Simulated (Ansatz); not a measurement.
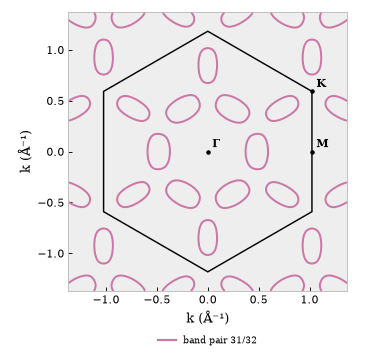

Constant-energy contours of one free-standing PtS2 layer cut from the bulk crystal (space group of the slab cell P-3m1), 0.15 eV above the conduction-band minimum (one colour a band).

Computed with Ansatz 0.2.0, DFT PBE, spin-orbit coupling, plane waves, PAW; levels and slopes on a dense k mesh at the converged density. Non-magnetic. With an inversion centre and no moment every band is doubly degenerate; a pair is shown and named once. Mesh 42×42×1, interpolated with the band slopes. Unrelaxed database geometry.

Masses come from a second pass at points close to the extrema; at the energies drawn a band may no longer be parabolic.

**Where are the valleys, how many are there, and what are their masses?**

Band pair 31/32 forms the conduction edge. Within this energy: six equivalent minima on the Γ–M line, principal masses 0.29 and 0.70 mₑ; six equivalent minima on the K–Γ line, 0.07 eV above the edge, principal masses 0.38 and 1.43 mₑ.
